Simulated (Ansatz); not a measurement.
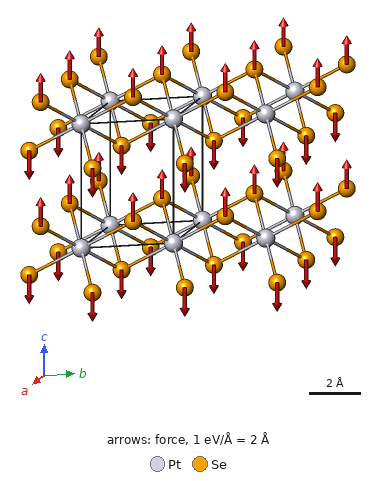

Starting geometry of crystalline PtSe₂ (set up in P-3m1) (coarse preliminary run) with the computed forces as red arrows. A ball-and-stick model of the cell of the calculation, repeated 1 × 2 × 1 with one cell outlined, seen slightly off an axis.

These are results of Ansatz 0.2.0, DFT PBE+D3(BJ), scalar-relativistic, plane waves, PAW, not measurements. Set-up: plane-wave cutoff 420 eV; k-point mesh 6 × 6 × 4; occupations gaussian; smearing width 0.1 eV; no spin polarisation; cell and atoms relaxed; force threshold 0.05 eV/Å; at most 80 steps.

What follows when this structure is relaxed?

Answer. It isn't relaxed: the largest force vector, on Se atoms, is 0.60 eV/Å. The atoms end up moving mostly along the starting forces (cosine between the two patterns 1.00). After 3 accepted moves (4 points after the start) the energy has fallen by 16.6 meV per atom. The largest force component goes from 0.6 to 0.0069 eV/Å. The pressure goes from 3.49 to −0.03 GPa. At 1 point the geometry stayed and the basis and grid were re-selected for the new cell (energy shift of 0.1 meV per atom at most each time). The largest moves relative to the cell, 0.070 Å, are those of Se atoms. Pt stays in place. The drawn cell changes as follows: a = b 3.724 → 3.764 Å (+1.1 %), c 5.062 → 4.865 Å (−3.9 %); the volume changes by −1.8 %. Some distances before and after: Pt–Se 2.495 → 2.526 Å. The space group stays P-3m1 (No. 164). Cost: 5.4 s on 2 threads of Arm Neoverse V2, on a shared host, peak memory 0.36 GiB.
